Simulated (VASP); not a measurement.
# ZnO (zincite): accuracy against cost in the PAW data sets and k-mesh

How sensitive are energy, pressure and forces of ZnO (zincite) to the PAW data sets and k-mesh? The series runs use PBE. The PAW data sets tried: minimal 64: Zn O; recommended 54: Zn O; gw 64: Zn_sv_GW O_GW; hard 64: Zn O_h; soft 64: Zn O_s. The k-mesh tried: 2 2 2; 3 3 2; 4 4 3; 5 5 3; 7 7 4; 9 9 5; 12 12 7; 14 14 8. The start is a cell from a database of measured crystal structures.

Method: PBE; plane waves and PAW (Zn, O), in the first sound run; inputs show where later runs differ, in VASP 6.6.1.

**1. The starting structure**

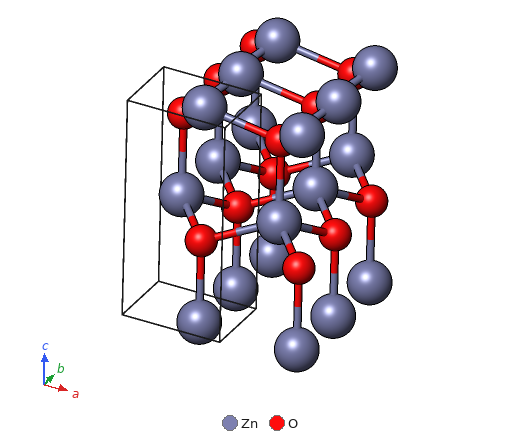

The starting structure, seen slightly off an axis (zinc blue, oxygen red). 2×3×1 cells are drawn. Some periodic images of atoms are drawn too.

Structure file:

```xyz
4
Lattice="3.2493 0.0000 0.0000 -1.6247 2.8140 0.0000 0.0000 0.0000 5.2057" Properties=species:S:1:pos:R:3 pbc="T T T"
Zn    0.0000    1.8760    2.6029
Zn    1.6247    0.9380    0.0000
O     1.6247    0.9380    1.9730
O     0.0000    1.8760    4.5759
```

**2. PAW data sets: minimal 64: Zn O**

Data sets differ in which electrons are valence and how hard the partial waves are. PBE, the usual starting point, adds the gradient of the density.

Input file INCAR:

```
SYSTEM = ZnO
PREC = Accurate
ENCUT = 520
EDIFF = 1E-06
NELM = 100
ISMEAR = -1
SIGMA = 0.05
LREAL = .FALSE.
ALGO = Normal
GGA = PE
NBANDS = 24
LORBIT = 11
LWAVE = .FALSE.
LCHARG = .FALSE.
KPAR = 4
ISIF = 2
```

Input file POSCAR:

```
ZnO
1.0
    3.2493080000      0.0000000000      0.0000000000
   -1.6246540000      2.8139832727      0.0000000000
    0.0000000000      0.0000000000      5.2057090000
Zn O
2 2
Direct
    0.3333333333      0.6666666667      0.5000000000
    0.6666666667      0.3333333333      0.0000000000
    0.6666666667      0.3333333333      0.3790100000
    0.3333333333      0.6666666667      0.8790100000
```

Input file KPOINTS:

```
Automatic mesh
0
Gamma
8 8 5
0 0 0
```

PAW data sets: Zn and O (PBE family, release 64).

Launch:

```sh
$ mpirun -np 4 vasp_std
```

The log of the run:

```text
[banner, memory and clock lines left out]
running    4 mpi-ranks, on    1 nodes
 distrk:  each k-point on    1 cores,    4 groups
 distr:  one band on    1 cores,    1 groups

 POSCAR found type information on POSCAR ZnO
 POSCAR found :  2 types and       4 ions
 LDA part: xc-table for (Slater+PW92), standard interpolation
 POSCAR, INCAR and KPOINTS ok, starting setup
 FFT: planning ... GRIDC
 FFT: planning ... GRID_SOFT
 FFT: planning ... GRID
 WAVECAR not read
 entering main loop
       N       E                     dE             d eps       ncg     rms          rms(c)
DAV:   1     0.280788838934E+03    0.28079E+03   -0.18695E+04  1464   0.219E+03
DAV:   2     0.658406704649E+01   -0.27420E+03   -0.26073E+03  1568   0.422E+02
DAV:   3    -0.206439255832E+02   -0.27228E+02   -0.27007E+02  1616   0.139E+02
DAV:   4    -0.210618370990E+02   -0.41791E+00   -0.41766E+00  1688   0.183E+01
DAV:   5    -0.210643542349E+02   -0.25171E-02   -0.25171E-02  1640   0.136E+00    0.147E+01
DAV:   6    -0.176703773012E+02    0.33940E+01   -0.90311E+00  2496   0.666E+01    0.905E+00
DAV:   7    -0.178517457360E+02   -0.18137E+00   -0.27201E+00  1480   0.182E+01    0.537E+00
DAV:   8    -0.178663744213E+02   -0.14629E-01   -0.60590E-01  2176   0.780E+00    0.166E+00
DAV:   9    -0.178145223358E+02    0.51852E-01   -0.12587E-01  2200   0.665E+00    0.311E-01
DAV:  10    -0.178175034251E+02   -0.29811E-02   -0.43963E-02  1472   0.146E+00    0.144E-01
DAV:  11    -0.178174997822E+02    0.36429E-05   -0.97161E-04  1992   0.339E-01    0.293E-02
DAV:  12    -0.178175543434E+02   -0.54561E-04   -0.77605E-05  1664   0.105E-01    0.305E-02
DAV:  13    -0.178175500502E+02    0.42932E-05   -0.20164E-05  1928   0.898E-02    0.110E-02
DAV:  14    -0.178175490189E+02    0.10313E-05   -0.89600E-06  1696   0.357E-02    0.389E-03
DAV:  15    -0.178175485505E+02    0.46835E-06   -0.10037E-06   968   0.109E-02
   1 F= -.17817549E+02 E0= -.17817546E+02  d E =-.463955E-05
```

The job ended after 10 s (4 MPI ranks of AMD EPYC 7R32 (Zen 2), shared host; peak memory 0.58 GiB; 38 s of CPU time).

Lines that name or quote the potential files are left out of all logs, and their timing lines are given in words.

OUTCAR, selected parts (step 2):

```text
ion  position               nearest neighbor table
   1  0.333  0.667  0.500-   4 1.97   3 1.98   3 1.98   3 1.98
   2  0.667  0.333  0.000-   3 1.97   4 1.98   4 1.98   4 1.98
   3  0.667  0.333  0.379-   2 1.97   1 1.98   1 1.98   1 1.98
   4  0.333  0.667  0.879-   1 1.97   2 1.98   2 1.98   2 1.98

  LATTYP: Found a hexagonal cell.
 ALAT       =     3.2493080000
 C/A-ratio  =     1.6020977390

 Subroutine GETGRP returns: Found 12 space group operations
 (whereof  6 operations were pure point group operations)

The static configuration has the point symmetry C_3v.
 The point group associated with its full space group is C_6v.

 Found     30 irreducible k-points:

   k-points           NKPTS =     30   k-points in BZ     NKDIM =     30   number of bands    NBANDS=     24

   dimension x,y,z NGX =    24 NGY =   24 NGZ =   40
   dimension x,y,z NGXF=    48 NGYF=   48 NGZF=   80

   ENCUT  =  520.0 eV  38.22 Ry    6.18 a.u.   6.04  6.04  9.68*2*pi/ulx,y,z

   NELECT =      36.0000    total number of electrons

 k-points in reciprocal lattice and weights: Automatic mesh
   0.00000000  0.00000000  0.00000000       0.003
   0.12500000  0.00000000  0.00000000       0.019
   0.25000000  0.00000000  0.00000000       0.019
   0.37500000  0.00000000  0.00000000       0.019
   0.50000000  0.00000000  0.00000000       0.009
   0.12500000  0.12500000  0.00000000       0.019
   0.25000000  0.12500000  0.00000000       0.038
   0.37500000  0.12500000  0.00000000       0.038
   0.25000000  0.25000000  0.00000000       0.019
[...]
0.25000000  0.25000000  0.40000000       0.038
   0.37500000  0.25000000  0.40000000       0.038

 average (electrostatic) potential at core
       1 -35.8009       2 -35.8009       3 -73.1443       4 -73.1443

 E-fermi :   1.6330

 k-point     1 :       0.0000    0.0000    0.0000
  band No.  band energies     occupation
    ...
     14       0.3909      2.00000
     15       0.3910      2.00000
     16       1.1317      1.99991
     17       1.2024      1.99964
     18       1.2024      1.99964
     19       1.9906      0.00157
     20       6.4098      0.00000
     21       9.4642      0.00000
     22      14.0483      0.00000
     23      14.0483      0.00000
    ...

 k-point     2 :       0.1250    0.0000    0.0000
  band No.  band energies     occupation
    ...
     14      -0.1562      2.00000
     15       0.1860      2.00000
     16       0.4017      2.00000
     17       1.0262      1.99999
     18       1.0935      1.99996
     19       3.0019      0.00000
     20       7.0294      0.00000
     21       9.4533      0.00000
     22      12.6557      0.00000
     23      14.1998      0.00000
    ...

 k-point     3 :       0.2500    0.0000    0.0000
  band No.  band energies     occupation
    ...
     14      -1.2930      2.00000
     15      -0.5052      2.00000
     16      -0.3101      2.00000
     17       0.7039      2.00000
     18       0.8135      2.00000
     19       4.4618      0.00000
     20       8.2251      0.00000
     21       9.3774      0.00000
     22      10.8199      0.00000
     23      12.8234      0.00000
    ...

  Total        1.6192232      1.6192232      2.1471845      0.0000000      0.0000000     -0.0000000
  in kB       54.5035776     54.5035776     72.2749290      0.0000000      0.0000000     -0.0000000
  external PRESSURE =      60.4273614 kB  Pullay stress =       0.0000000 kB

  energy-cutoff  :      520.00
  volume of cell :       47.60
      direct lattice vectors                 reciprocal lattice vectors
     3.249308000  0.000000000  0.000000000     0.307757836  0.177684070  0.000000000
    -1.624654000  2.813983273  0.000000000     0.000000000  0.355368139  0.000000000
     0.000000000  0.000000000  5.205709000     0.000000000  0.000000000  0.192096792

 POSITION                                       TOTAL-FORCE (eV/Angst)
 -----------------------------------------------------------------------------------
     -0.00000      1.87599      2.60285        -0.000000      0.000000     -0.075047
      1.62465      0.93799      0.00000        -0.000000      0.000000     -0.075047
      1.62465      0.93799      1.97302         0.000000      0.000000      0.075047
     -0.00000      1.87599      4.57587         0.000000     -0.000000      0.075047
 -----------------------------------------------------------------------------------
    total drift:                               -0.000000     -0.000000     -0.000054

  FREE ENERGIE OF THE ION-ELECTRON SYSTEM (eV)
  ---------------------------------------------------
  free  energy   TOTEN  =       -17.8175485505 eV

  energy  without entropy=      -17.8175439110  energy(sigma->0) =      -17.81754623

 total charge
# of ion       s       p       d       tot
------------------------------------------
    1        0.458   0.488   9.904  10.850
    2        0.458   0.488   9.904  10.850
    3        1.550   3.459   0.000   5.009
    4        1.550   3.459   0.000   5.009
--------------------------------------------------
tot          4.014   7.895  19.808  31.717

[... 3 further parts left out ...]
```

The gap is read on the k-mesh alone, so it is an upper bound where the band edges lie off the mesh.

Numbers from this step:

```
SCF cycles                     : 15
electrons                      : 36
bands                          : 24
irreducible k-points           : 30
symmetry operations            : 12
free energy (TOTEN)            : -17.82 eV
Fermi energy                   : 1.633 eV
pressure                       : 6.043 GPa
metallic                       : no
valence top at k               : 0, 0, 0
conduction bottom at k         : 0, 0, 0
least direct gap at k          : 0, 0, 0
gap on the k-mesh              : 0.7882 eV
least direct gap on the k-mesh : 0.7882 eV
```

The series starts at -4.4544 eV an atom and 6.04 GPa, after 15 cycles in 10 s.

**3. PAW data sets: recommended 54: Zn O**

INCAR is that of step 2.

POSCAR is that of step 2.

KPOINTS is that of step 2.

Potentials, in the order of the species: Zn and O (PBE family, release 54).

Launch:

```sh
$ mpirun -np 4 vasp_std
```

The log of the run:

```text
[... set-up lines as in an earlier step ...]
 entering main loop
       N       E                     dE             d eps       ncg     rms          rms(c)
[... 15 cycles as in an earlier step ...]
   1 F= -.17817549E+02 E0= -.17817546E+02  d E =-.463955E-05
```

Elapsed: 9.6 s, on 4 MPI ranks; peak memory 0.58 GiB.

Parts of OUTCAR (step 3):

```text
[... 6 parts as in an earlier step ...]

[... 1 further part left out ...]
[key lines of the parts left out:]
E-fermi :   1.6330
```

With 36 valence electrons the pressure is 6.04 GPa, +0.00 GPa from the first of the series, after 15 cycles in 9.6 s.

**4. PAW data sets: GW 64: Zn sv GW O GW**

This step: PBE; plane waves and PAW (Zn_sv_GW, O_GW) (VASP 6.6.1).

Changes to INCAR since step 3:

```diff
@@ -2,3 +2,3 @@
 PREC = Accurate
-ENCUT = 520
+ENCUT = 540
 EDIFF = 1E-06
@@ -10,3 +10,3 @@
 GGA = PE
-NBANDS = 24
+NBANDS = 32
 LORBIT = 11
```

POSCAR is that of step 3.

KPOINTS is that of step 3.

Potentials, in the order of the species: Zn_sv_GW and O_GW (PBE family, release 64).

Launch:

```sh
$ mpirun -np 4 vasp_std
```

The log of the run:

```text
[... set-up lines as in an earlier step ...]
 entering main loop
       N       E                     dE             d eps       ncg     rms          rms(c)
DAV:   1     0.872738960497E+03    0.87274E+03   -0.32308E+04  3096   0.869E+03
DAV:   2     0.824196206212E+02   -0.79032E+03   -0.76662E+03  3696   0.200E+03
DAV:   3    -0.168720396075E+02   -0.99292E+02   -0.98566E+02  3816   0.676E+02
DAV:   4    -0.209088051740E+02   -0.40368E+01   -0.40321E+01  3144   0.994E+01
[...]
DAV:  12    -0.179469836453E+02   -0.31381E-04   -0.31824E-04  2936   0.360E-01    0.532E-03
DAV:  13    -0.179469865837E+02   -0.29384E-05   -0.39441E-06  1704   0.113E-01    0.211E-03
DAV:  14    -0.179469872843E+02   -0.70061E-06   -0.10023E-06  1584   0.593E-02
   1 F= -.17946987E+02 E0= -.17946985E+02  d E =-.385550E-05
```

It took 19 s on 4 MPI ranks; peak memory 0.72 GiB.

Parts of OUTCAR (step 4):

```text
  Total        0.6820591      0.6820591      1.1894747      0.0000000     -0.0000000     -0.0000000
  in kB       22.9583297     22.9583297     40.0381046      0.0000000     -0.0000000     -0.0000000
  external PRESSURE =      28.6515880 kB  Pullay stress =       0.0000000 kB

 POSITION                                       TOTAL-FORCE (eV/Angst)
 -----------------------------------------------------------------------------------
     -0.00000      1.87599      2.60285         0.000000     -0.000000     -0.072052
      1.62465      0.93799      0.00000        -0.000000     -0.000000     -0.072052
      1.62465      0.93799      1.97302        -0.000000      0.000000      0.072052
     -0.00000      1.87599      4.57587         0.000000     -0.000000      0.072052
 -----------------------------------------------------------------------------------
    total drift:                               -0.000000     -0.000000      0.001262

  FREE ENERGIE OF THE ION-ELECTRON SYSTEM (eV)
  ---------------------------------------------------
  free  energy   TOTEN  =       -17.9469872843 eV

  energy  without entropy=      -17.9469834288  energy(sigma->0) =      -17.94698536

[... 3 further parts left out ...]
[key lines of the parts left out:]
E-fermi :   3.4520
```

With 52 valence electrons the pressure is 2.87 GPa, -3.18 GPa from the first of the series, after 14 cycles in 19 s.

**5. PAW data sets: hard 64: Zn O h**

This step: PBE; plane waves and PAW (Zn, O_h) (VASP 6.6.1).

Changes to INCAR since step 4:

```diff
@@ -2,3 +2,3 @@
 PREC = Accurate
-ENCUT = 540
+ENCUT = 1000
 EDIFF = 1E-06
@@ -10,3 +10,3 @@
 GGA = PE
-NBANDS = 32
+NBANDS = 24
 LORBIT = 11
```

POSCAR is that of step 4.

KPOINTS is that of step 4.

Potentials, in the order of the species: Zn and O_h (PBE family, release 64).

Launch:

```sh
$ mpirun -np 4 vasp_std
```

The log of the run:

```text
[... set-up lines as in an earlier step ...]
 entering main loop
       N       E                     dE             d eps       ncg     rms          rms(c)
DAV:   1     0.390623736317E+03    0.39062E+03   -0.27014E+04  1448   0.338E+03
DAV:   2     0.419103991258E+02   -0.34871E+03   -0.33072E+03  1568   0.589E+02
DAV:   3    -0.186410459553E+02   -0.60551E+02   -0.58634E+02  1752   0.197E+02
DAV:   4    -0.210278647547E+02   -0.23868E+01   -0.23823E+01  1576   0.460E+01
[...]
DAV:  13    -0.178319077980E+02   -0.16667E-04   -0.42463E-05  1904   0.804E-02    0.262E-02
DAV:  14    -0.178319002786E+02    0.75194E-05   -0.18015E-05  1824   0.420E-02    0.641E-03
DAV:  15    -0.178318999594E+02    0.31918E-06   -0.27870E-06  1584   0.161E-02
   1 F= -.17831900E+02 E0= -.17831898E+02  d E =-.456892E-05
```

Elapsed: 29 s, on 4 MPI ranks; peak memory 1.1 GiB; 1.9 min of CPU time.

OUTCAR, selected parts (step 5):

```text
  Total        1.6350733      1.6350733      2.1591105      0.0000000     -0.0000000      0.0000000
  in kB       55.0370972     55.0370972     72.6763598      0.0000000     -0.0000000      0.0000000
  external PRESSURE =      60.9168514 kB  Pullay stress =       0.0000000 kB

 POSITION                                       TOTAL-FORCE (eV/Angst)
 -----------------------------------------------------------------------------------
     -0.00000      1.87599      2.60285         0.000000     -0.000000     -0.074678
      1.62465      0.93799      0.00000        -0.000000      0.000000     -0.074678
      1.62465      0.93799      1.97302         0.000000      0.000000      0.074678
     -0.00000      1.87599      4.57587        -0.000000     -0.000000      0.074678
 -----------------------------------------------------------------------------------
    total drift:                                0.000000     -0.000000      0.000204

  FREE ENERGIE OF THE ION-ELECTRON SYSTEM (eV)
  ---------------------------------------------------
  free  energy   TOTEN  =       -17.8318999594 eV

  energy  without entropy=      -17.8318953905  energy(sigma->0) =      -17.83189767

[... 1 part as in an earlier step ...]

[... 2 further parts left out ...]
[key lines of the parts left out:]
E-fermi :   1.9553
```

With 36 valence electrons the pressure is 6.09 GPa, +0.05 GPa from the first of the series, after 15 cycles in 29 s.

**6. PAW data sets: soft 64: Zn O s**

This step: PBE; plane waves and PAW (Zn, O_s) (VASP 6.6.1).

Changes to INCAR since step 5:

```diff
@@ -2,3 +2,3 @@
 PREC = Accurate
-ENCUT = 1000
+ENCUT = 400
 EDIFF = 1E-06
```

POSCAR is that of step 5.

KPOINTS is that of step 5.

Potentials, in the order of the species: Zn and O_s (PBE family, release 64).

Launch:

```sh
$ mpirun -np 4 vasp_std
```

The log of the run:

```text
[... set-up lines as in an earlier step ...]
 entering main loop
       N       E                     dE             d eps       ncg     rms          rms(c)
DAV:   1     0.228609200814E+03    0.22861E+03   -0.16019E+04  1448   0.183E+03
DAV:   2    -0.537730987433E+01   -0.23399E+03   -0.22529E+03  1504   0.380E+02
DAV:   3    -0.209419050011E+02   -0.15565E+02   -0.15501E+02  1632   0.113E+02
DAV:   4    -0.210867284254E+02   -0.14482E+00   -0.14480E+00  1664   0.113E+01
[...]
DAV:  14    -0.178039821901E+02   -0.16259E-05   -0.14769E-05  1688   0.374E-02    0.729E-02
DAV:  15    -0.178039794195E+02    0.27706E-05   -0.57666E-06  1936   0.586E-02    0.375E-02
DAV:  16    -0.178039796786E+02   -0.25904E-06   -0.68592E-06  1584   0.733E-02
   1 F= -.17803980E+02 E0= -.17803977E+02  d E =-.462920E-05
```

Wall time 8.6 s (4 MPI ranks); peak memory 0.53 GiB; 32 s of CPU time.

From OUTCAR (step 6):

```text
  Total        1.5190353      1.5190353      2.0469272      0.0000000     -0.0000000      0.0000000
  in kB       51.1312212     51.1312212     68.9002362      0.0000000     -0.0000000      0.0000000
  external PRESSURE =      57.0542262 kB  Pullay stress =       0.0000000 kB

 POSITION                                       TOTAL-FORCE (eV/Angst)
 -----------------------------------------------------------------------------------
     -0.00000      1.87599      2.60285         0.000000      0.000000     -0.075801
      1.62465      0.93799      0.00000        -0.000000      0.000000     -0.075801
      1.62465      0.93799      1.97302         0.000000     -0.000000      0.075801
     -0.00000      1.87599      4.57587         0.000000      0.000000      0.075801
 -----------------------------------------------------------------------------------
    total drift:                                0.000000     -0.000000     -0.003228

  FREE ENERGIE OF THE ION-ELECTRON SYSTEM (eV)
  ---------------------------------------------------
  free  energy   TOTEN  =       -17.8039796786 eV

  energy  without entropy=      -17.8039750494  energy(sigma->0) =      -17.80397736

[... 1 part as in an earlier step ...]

[... 2 further parts left out ...]
[key lines of the parts left out:]
E-fermi :   1.8707
```

With 36 valence electrons the pressure is 5.71 GPa, -0.34 GPa from the first of the series, after 16 cycles in 8.6 s.

**7. The PAW data sets series as a table**

This step: convergence of PBE results with the datasets; plane waves and PAW (VASP 6.6.1).

Derived from the runs above.

Differences are taken from the run with minimal 64: Zn O. Results of the series, by row:

| setting | status | pressure (GPa) | largest force difference (meV/Å) | gap (eV) | SCF cycles | wall time (s) |
| --- | --- | --- | --- | --- | --- | --- |
| minimal 64: Zn O, 520 eV | converged | 6.043 | 0 | 0.7882 | 15 | 10 |
| recommended 54: Zn O, 520 eV | converged | 6.043 | 0 | 0.7882 | 15 | 9.6 |
| gw 64: Zn_sv_GW O_GW, 540 eV | converged | 2.865 | 2.995 | 0.8089 | 14 | 18.6 |
| hard 64: Zn O_h, 1000 eV | converged | 6.092 | 0.369 | 0.7899 | 15 | 29 |
| soft 64: Zn O_s, 400 eV | converged | 5.705 | 0.754 | 0.7884 | 16 | 8.6 |

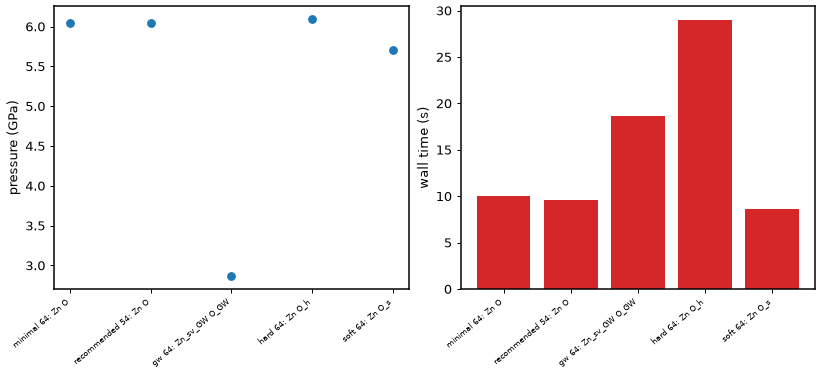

The pressure and the wall time by setting.

(Continued in part 2 of 3.)

[Lines on the potential files, build, host, timing and source positions are cut from VASP's logs without a mark.]

[Logs are printed without paths, hosts, clocks, repeated set-up lines and the standing remarks that a program may print on its own settings, such as how far it seeks lower states.]

[Hosts, paths, dates, database ids (printed as entryN), source tags and the programs' standing remarks are cut or masked in the printed files.]

[A measured line is paired with the nearest computed mode of its activity, which favours agreement.]
